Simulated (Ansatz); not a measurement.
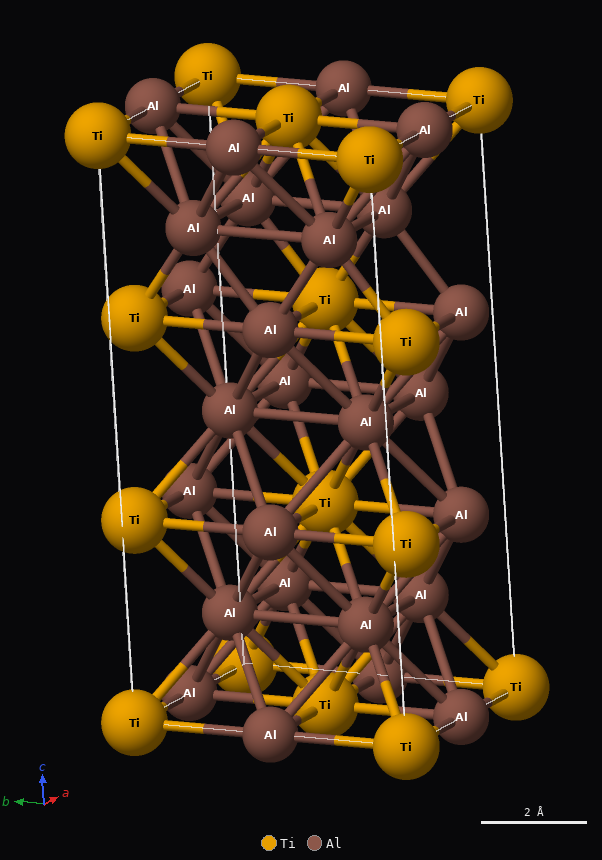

The figure gives a ball-and-stick picture of the atoms, viewed from a general direction. The frame is the conventional unit cell; atoms at its boundary are shown with their periodic copies.

TiAl$_{3}$, space group Cm (No. 8), a = 5.58 Å, b = 5.58 Å, c = 11.99 Å, α = 90.00°, β = 98.93°, γ = 90.00°.

Method used: DFT PBEsol, scalar-relativistic, plane waves, PAW (Ansatz 0.2.0). It ran with E_cut = 420 eV, k-points about 0.13 Å⁻¹ apart, Gaussian smearing of 0.15 eV, no spin polarisation.

What is the band gap, if any?

Answer. A metal: bands cross the Fermi level.

State the hydrostatic pressure.

Answer. The computed pressure is 3.5 GPa (compressed: it would expand). The stress isn't hydrostatic: its largest component is 10.2 GPa.

Provenance: a structure listed in the Materials Project. The cell was then strained or its atoms displaced on purpose. A calculation with Ansatz used it as input.

At this level of theory the run's own cell isn't at rest (forces up to 3.6 eV/Å), so its distances can differ from those at equilibrium, the more so the softer the solid.
